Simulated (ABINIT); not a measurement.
**Dielectric calculation, with input and output: RbCl (part 1 of 2)**

The run: dielectric calculation of RbCl (2 atoms in the cell). Method and program: Kohn-Sham DFT of a periodic cell, PBEsol, PseudoDojo NC SR PBEsol v0.4.1 standard, no spin polarisation (ABINIT 10.8.3).

The structure derives from an entry of the Crystallography Open Database.

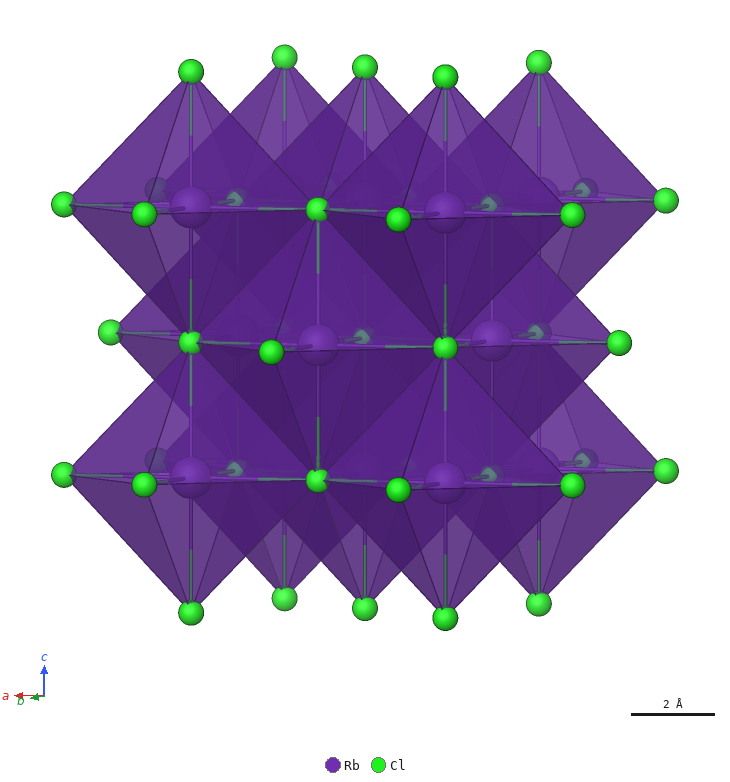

Fig. 1: The input geometry (polyhedral view of the cell 4 times as large as that of the calculation, set on its symmetry axes, seen at an oblique angle; polyhedra are completed across the faces of the cell).

Summary:

```csv
quantity,value
outcome,converged
space group (tolerance 0.01 Å),Fm-3m (225)
electrons treated,16
free energy,−1184.9423 eV
Fermi energy of the self-consistent step,−1.615 eV
pressure,−0.24 GPa
largest force (length of the vector),under 0.001 eV/Å
"ε∞ (xx, yy, zz)","2.32, 2.32, 2.32"
Born charges (mean of the diagonal),Rb1 (1.14 e); Cl2 (−1.14 e)
hardware,"1 thread of Arm Neoverse V2, 24 GiB of memory available, shared host"
wall time,36 s
peak memory,0.09 GiB
```

Points of doubt noted for this run: cutoff too low for stress; k mesh coarse for field response. The k-point mesh is coarse for a cell of this size, so the results may not be converged.

Input file:
```
# Datasets
ndtset 3

# Pseudopotentials
pp_dirpath "./"
pseudos "Rb.upf, Cl.upf"

# Structure
acell 3*1.0 Angstrom
rprim
     0.0000000000     3.2740000000     3.2740000000
     3.2740000000     0.0000000000     3.2740000000
     3.2740000000     3.2740000000     0.0000000000
ntypat 2
znucl 37 17
natom 2
typat 1 2
xred
            0.0            0.0            0.0
            1/2            1/2            1/2

# Plane-wave basis
ecut 25.0

# k points
ngkpt 2 2 2
nshiftk 4
shiftk
     0.5000000000     0.5000000000     0.5000000000
     0.5000000000     0.0000000000     0.0000000000
     0.0000000000     0.5000000000     0.0000000000
     0.0000000000     0.0000000000     0.5000000000

# Exchange and correlation
ixc -116133

# Bands and occupations
nband 8
occopt 1

# SCF cycle
nstep 80
diemac 6.0

# Output
prteig 0
prtebands 0
prtwf 0
prtden 0
prtpot 0

# Dataset 1: ground state
kptopt1 1
tolvrs1 1.0e-15
prtwf1 1

# Dataset 2: derivatives of the wave functions by k
iscf2 -3
rfelfd2 2
rfdir2 1 1 1
getwfk2 1
kptopt2 2
nqpt2 1
qpt2 0.0 0.0 0.0
tolwfr2 1.0e-18
prtwf2 1

# Dataset 3: response at q = 0 to electric field
rfelfd3 3
rfdir3 1 1 1
getwfk3 1
getddk3 2
kptopt3 2
nqpt3 1
qpt3 0.0 0.0 0.0
tolvrs3 1.0e-8
```

File mrgddb.in:
```
merged_DDB
RbCl
2
runo_DS1_DDB
runo_DS3_DDB
```

File anaddb.abi:
```
ddb_filepath "merged_DDB"
output_file "anaddb.abo"
outdata_prefix "ana"
asr 2
chneut 1
dipdip 1
dieflag 2
enunit 0
```

Launch command:
```bash
abinit run.abi > log 2>&1
mrgddb < mrgddb.in > mrgddb.log 2>&1
anaddb anaddb.abi > anaddb.log 2>&1
```

What the program printed:
```
.Version 10.8.3 of ABINIT
 DATASET    1 : space group Fm -3 m (#225); Bravais cF (face-center cubic)
================================================================================
 Values of the parameters that define the memory need for DATASET  1.
     intxc =       0    ionmov =       0      iscf =       7    lmnmax =       6
     lnmax =       6     mgfft =      40  mpssoang =       3    mqgrid =    3001
     natom =       2  nloc_mem =       1    nspden =       1   nspinor =       1
    nsppol =       1      nsym =      48    n1xccc =    2501    ntypat =       2
    occopt =       1   xclevel =       2
       mpw =        2831          nfft =       64000          nkpt =           2
================================================================================
================================================================================

 DATASET    2 : space group Fm -3 m (#225); Bravais cF (face-center cubic)
================================================================================
 Values of the parameters that define the memory need for DATASET  2 (RF).
     intxc =       0      iscf =      -3    lmnmax =       6     lnmax =       6
     mgfft =      40  mpssoang =       3    mqgrid =    3001     natom =       2
  nloc_mem =       1    nspden =       1   nspinor =       1    nsppol =       1
      nsym =      48    n1xccc =    2501    ntypat =       2    occopt =       1
   xclevel =       2
      nfft =       64000          nkpt =          16
================================================================================
================================================================================

 DATASET    3 : space group Fm -3 m (#225); Bravais cF (face-center cubic)
================================================================================
 Values of the parameters that define the memory need for DATASET  3 (RF).
     intxc =       0      iscf =       7    lmnmax =       6     lnmax =       6
     mgfft =      40  mpssoang =       3    mqgrid =    3001     natom =       2
  nloc_mem =       1    nspden =       1   nspinor =       1    nsppol =       1
      nsym =      48    n1xccc =    2501    ntypat =       2    occopt =       1
   xclevel =       2
      nfft =       64000          nkpt =          16
================================================================================
================================================================================

--------------------------------------------------------------------------------
------------- Echo of variables that govern the present computation ------------
--------------------------------------------------------------------------------
 -outvars: echo values of preprocessed input variables --------
            acell      1.8897261259E+00  1.8897261259E+00  1.8897261259E+00 Bohr
              amu      8.54678000E+01  3.54527000E+01
           diemac      6.00000000E+00
             ecut      2.50000000E+01 Hartree
           getddk1          0
           getddk2          0
           getddk3          2
           getwfk1          0
           getwfk2          1
           getwfk3          1
             iscf1          7
             iscf2         -3
             iscf3          7
              ixc     -116133
           jdtset        1    2    3
           kptopt1          1
           kptopt2          2
           kptopt3          2
         kptrlatt        2   -2    2     -2    2    2     -2   -2    2
          kptrlen      2.47478533E+01
            natom           2
            nband1          8
            nband2          8
            nband3          8
           ndtset           3
            ngfft          40      40      40
             nkpt1          2
             nkpt2         16
             nkpt3         16
             nqpt1          0
             nqpt2          1
             nqpt3          1
            nstep          80
             nsym          48
           ntypat           2
        optdriver1          0
        optdriver2          1
        optdriver3          1
           prtden           0
        prtebands           0
           prteig           0
            prtwf1          1
            prtwf2          1
            prtwf3          0
           rfelfd1          0
           rfelfd2          2
           rfelfd3          3
            rprim      0.0000000000E+00  3.2740000000E+00  3.2740000000E+00
                       3.2740000000E+00  0.0000000000E+00  3.2740000000E+00
                       3.2740000000E+00  3.2740000000E+00  0.0000000000E+00
           shiftk      5.00000000E-01  5.00000000E-01  5.00000000E-01
          spgroup         225
           tolvrs1     1.00000000E-15
           tolvrs2     0.00000000E+00
           tolvrs3     1.00000000E-08
           tolwfr1     0.00000000E+00
           tolwfr2     1.00000000E-18
           tolwfr3     0.00000000E+00
            typat      1  2
           xangst      0.0000000000E+00  0.0000000000E+00  0.0000000000E+00
                       3.2740000000E+00  3.2740000000E+00  3.2740000000E+00
            xcart      0.0000000000E+00  0.0000000000E+00  0.0000000000E+00
                       6.1869633362E+00  6.1869633362E+00  6.1869633362E+00
             xred      0.0000000000E+00  0.0000000000E+00  0.0000000000E+00
                       5.0000000000E-01  5.0000000000E-01  5.0000000000E-01
            znucl       37.00000   17.00000

================================================================================

 chkinp: Checking input parameters for consistency, jdtset=   1.

 chkinp: Checking input parameters for consistency, jdtset=   2.

 chkinp: Checking input parameters for consistency, jdtset=   3.

================================================================================
== DATASET  1 ==================================================================

--- !DatasetInfo
iteration_state: {dtset: 1, }
dimensions: {natom: 2, nkpt: 2, mband: 8, nsppol: 1, nspinor: 1, nspden: 1, mpw: 2831, }
cutoff_energies: {ecut:  25.0, pawecutdg:  -1.0, }
electrons: {nelect:   1.60000000E+01, charge:   0.00000000E+00, occopt:   1.00000000E+00, tsmear:   1.00000000E-02, }
meta: {optdriver: 0, ionmov: 0, optcell: 0, iscf: 7, paral_kgb: 0, }
...

 Real(R)+Recip(G) space primitive vectors, cartesian coordinates (Bohr,Bohr^-1):
 R(1)=  0.0000000  6.1869633  6.1869633  G(1)= -0.0808151  0.0808151  0.0808151
 R(2)=  6.1869633  0.0000000  6.1869633  G(2)=  0.0808151 -0.0808151  0.0808151
 R(3)=  6.1869633  6.1869633  0.0000000  G(3)=  0.0808151  0.0808151 -0.0808151
 Unit cell volume ucvol=  4.7365554E+02 bohr^3
 Angles (23,13,12)=  6.00000000E+01  6.00000000E+01  6.00000000E+01 degrees

 getcut: wavevector=  0.0000  0.0000  0.0000  ngfft=  40  40  40
         ecut(hartree)=     25.000   => boxcut(ratio)=   2.03110

--- Pseudopotential description ------------------------------------------------
- pspini: atom type   1  psp file is ./Rb.upf
  37.00000   9.00000  180301                  znucl, zion, pspdat
12 -116133 2 -1 2280                          pspcod,pspxc,lmax,lloc,mmax
     nproj     2     2     2

- pspini: atom type   2  psp file is ./Cl.upf
  17.00000   7.00000  180301                  znucl, zion, pspdat
12 -116133 2 -1 1028                          pspcod,pspxc,lmax,lloc,mmax
     nproj     2     2     2

   6.95027416E+02                                ecore*ucvol(ha*bohr**3)
--------------------------------------------------------------------------------

================================================================================

--- !BeginCycle
iteration_state: {dtset: 1, }
solver: {iscf: 7, nstep: 80, nline: 4, wfoptalg: 0, }
tolerances: {tolvrs: 1.00E-15, }
...

     iter   Etot(hartree)      deltaE(h)  residm     vres2
 ETOT  1  -43.522981200041    -4.352E+01 1.886E-02 1.014E+02
 ETOT  2  -43.541554416271    -1.857E-02 1.423E-06 1.765E+01
 ETOT  3  -43.545733095331    -4.179E-03 2.257E-05 8.980E-01
 ETOT  4  -43.545824239856    -9.114E-05 9.327E-07 1.644E-02
 ETOT  5  -43.545824905906    -6.661E-07 4.173E-09 1.551E-03
 ETOT  6  -43.545825030923    -1.250E-07 1.055E-09 8.858E-06
 ETOT  7  -43.545825031573    -6.501E-10 6.532E-12 9.340E-08
 ETOT  8  -43.545825031580    -7.091E-12 2.635E-14 3.815E-09
 ETOT  9  -43.545825031580     1.421E-13 2.450E-15 1.083E-10
 ETOT 10  -43.545825031581    -1.378E-12 1.492E-16 8.281E-13
 ETOT 11  -43.545825031580     1.641E-12 6.804E-19 5.484E-15
 ETOT 12  -43.545825031581    -1.592E-12 3.837E-21 4.479E-17

 At SCF step   12       vres2   =  4.48E-17 < tolvrs=  1.00E-15 =>converged.

 Cartesian components of stress tensor (hartree/bohr^3)
  sigma(1 1)=  8.25483195E-06  sigma(3 2)=  0.00000000E+00
  sigma(2 2)=  8.25483195E-06  sigma(3 1)=  0.00000000E+00
  sigma(3 3)=  8.25483195E-06  sigma(2 1)=  0.00000000E+00

--- !ResultsGS
iteration_state: {dtset: 1, }
comment   : Summary of ground state results
lattice_vectors:
- [  0.0000000,   6.1869633,   6.1869633, ]
- [  6.1869633,   0.0000000,   6.1869633, ]
- [  6.1869633,   6.1869633,   0.0000000, ]
lattice_lengths: [   8.74969,    8.74969,    8.74969, ]
lattice_angles: [ 60.000,  60.000,  60.000, ] # degrees, (23, 13, 12)
lattice_volume:   4.7365554E+02
convergence: {deltae: -1.592E-12, res2:  4.479E-17, residm:  3.837E-21, diffor: null, }
etotal    :  -4.35458250E+01
entropy   :   0.00000000E+00
fermie    :  -5.93485023E-02
cartesian_stress_tensor: # hartree/bohr^3
- [  8.25483195E-06,   0.00000000E+00,   0.00000000E+00, ]
- [  0.00000000E+00,   8.25483195E-06,   0.00000000E+00, ]
- [  0.00000000E+00,   0.00000000E+00,   8.25483195E-06, ]
pressure_GPa:  -2.4287E-01
xred      :
- [  0.0000E+00,   0.0000E+00,   0.0000E+00, Rb]
- [  5.0000E-01,   5.0000E-01,   5.0000E-01, Cl]
cartesian_forces: # hartree/bohr
- [ -0.00000000E+00,  -0.00000000E+00,  -0.00000000E+00, ]
- [ -0.00000000E+00,  -0.00000000E+00,  -0.00000000E+00, ]
force_length_stats: {min:   0.00000000E+00, max:   0.00000000E+00, mean:   0.00000000E+00, }
...

 Integrated electronic density in atomic spheres:
 ------------------------------------------------
 Atom  Sphere_radius  Integrated_density
    1        2.00000          6.02130237
    2        2.00000          5.06115581
================================================================================

 ----iterations are completed or convergence reached----

 Mean square residual over all n,k,spin=   18.647E-22; max=  38.373E-22
 reduced coordinates (array xred) for    2 atoms
       0.000000000000      0.000000000000      0.000000000000
       0.500000000000      0.500000000000      0.500000000000
 rms dE/dt=  0.0000E+00; max dE/dt=  0.0000E+00; dE/dt below (all hartree)
    1       0.000000000000      0.000000000000      0.000000000000
    2       0.000000000000      0.000000000000      0.000000000000

 cartesian coordinates (angstrom) at end:
    1      0.00000000000000     0.00000000000000     0.00000000000000
    2      3.27400000000000     3.27400000000000     3.27400000000000

 cartesian forces (hartree/bohr) at end:
    1     -0.00000000000000    -0.00000000000000    -0.00000000000000
    2     -0.00000000000000    -0.00000000000000    -0.00000000000000
 frms,max,avg= 0.0000000E+00 0.0000000E+00   0.000E+00  0.000E+00  0.000E+00 h/b

 cartesian forces (eV/Angstrom) at end:
    1     -0.00000000000000    -0.00000000000000    -0.00000000000000
    2     -0.00000000000000    -0.00000000000000    -0.00000000000000
 frms,max,avg= 0.0000000E+00 0.0000000E+00   0.000E+00  0.000E+00  0.000E+00 e/A
 length scales=  1.889726125908  1.889726125908  1.889726125908 bohr
              =  1.000000000000  1.000000000000  1.000000000000 angstroms
 Fermi (or HOMO) energy (hartree) =  -0.05935   Average Vxc (hartree)=  -0.28464
 Eigenvalues (hartree) for nkpt=   2  k points:
 kpt#   1, nband=  8, wtk=  0.75000, kpt= -0.2500  0.5000  0.0000 (reduced coord)
  -0.92778   -0.49326   -0.34769   -0.34473   -0.34420   -0.07318   -0.06345   -0.06098
 prteigrs : prtvol=0 or 1, do not print more k-points.

--- !EnergyTerms
iteration_state     : {dtset: 1, }
comment             : Components of total free energy in Hartree
kinetic             :  1.28488181392924E+01
hartree             :  7.79586164147285E+00
xc                  : -1.14861850918449E+01
Ewald energy        : -2.96324049971406E+01
psp_core            :  1.46736891014119E+00
local_psp           : -2.56450959101863E+01
non_local_psp       :  1.10581227668408E+00
total_energy        : -4.35458250315813E+01
total_energy_eV     : -1.18494226433427E+03
band_energy         : -5.30263089430626E+00
...

 Cartesian components of stress tensor (hartree/bohr^3)
  sigma(1 1)=  8.25483195E-06  sigma(3 2)=  0.00000000E+00
  sigma(2 2)=  8.25483195E-06  sigma(3 1)=  0.00000000E+00
  sigma(3 3)=  8.25483195E-06  sigma(2 1)=  0.00000000E+00

-Cartesian components of stress tensor (GPa)         [Pressure= -2.4287E-01 GPa]
- sigma(1 1)=  2.42865541E-01  sigma(3 2)=  0.00000000E+00
- sigma(2 2)=  2.42865541E-01  sigma(3 1)=  0.00000000E+00
- sigma(3 3)=  2.42865541E-01  sigma(2 1)=  0.00000000E+00

================================================================================
== DATASET  2 ==================================================================
```
